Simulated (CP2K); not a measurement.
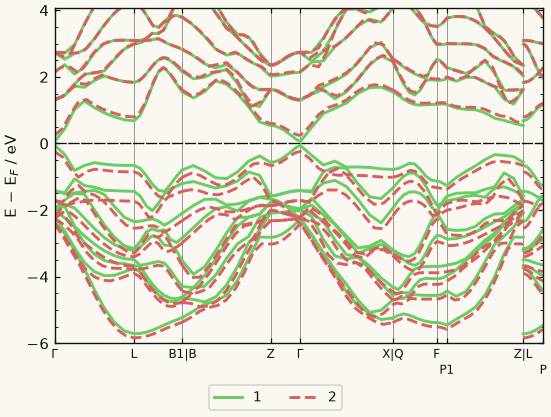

Band structures of Bi₂Se₃, space group R-3m (No. 166), 5 atoms in the primitive cell (a = 4.143 Å, c = 28.636 Å (hexagonal axes)), by two methods on the same cell. Each is counted from its own Fermi level.

### Which curve is which? The methods: TB-mBJ, PBEsol.

1 is PBEsol; 2 is TB-mBJ. PBEsol gives a gap of 0.11 eV along the path and TB-mBJ gives a gap of 0.49 eV along the path.

Settings. PBEsol: POTENTIAL_UZH Bi GTH-PBE-q5, Se GTH-PBE-q6; TZVP-MOLOPT-PBE-GTH basis, no spin polarisation, no spin-orbit coupling, 8×8×8 k mesh, Fermi-Dirac smearing of 0.1 eV (CP2K 2026.2). TB-mBJ: POTENTIAL_UZH Bi GTH-PBE-q5, Se GTH-PBE-q6; TZVP-MOLOPT-PBE-GTH basis, no spin polarisation, no spin-orbit coupling, 8×8×8 k mesh, Fermi-Dirac smearing of 0.026 eV (CP2K 2026.2).

In reduced coordinates of the cell that was run, L is (0.5, 0, 0), B1 is (0.5, 0.177, −0.177), B is (0.823, 0.5, 0.177), Z is (0.5, 0.5, 0.5), X is (0.339, 0, −0.339), Q is (0.661, 0.339, 0), F is (0.5, 0.5, 0), P1 is (0.661, 0.661, 0.177) and P is (0.823, 0.339, 0.339). The potentials were made for another functional. The basis of atomic orbitals isn't converged, which shifts gaps and empty levels. Spin-orbit coupling is left out, which matters for Bi and Se and can close so small a gap. With spin-orbit coupling the bands at Γ invert, which makes this a topological insulator. TB-mBJ: this is a model potential without an energy functional, so only levels have meaning.
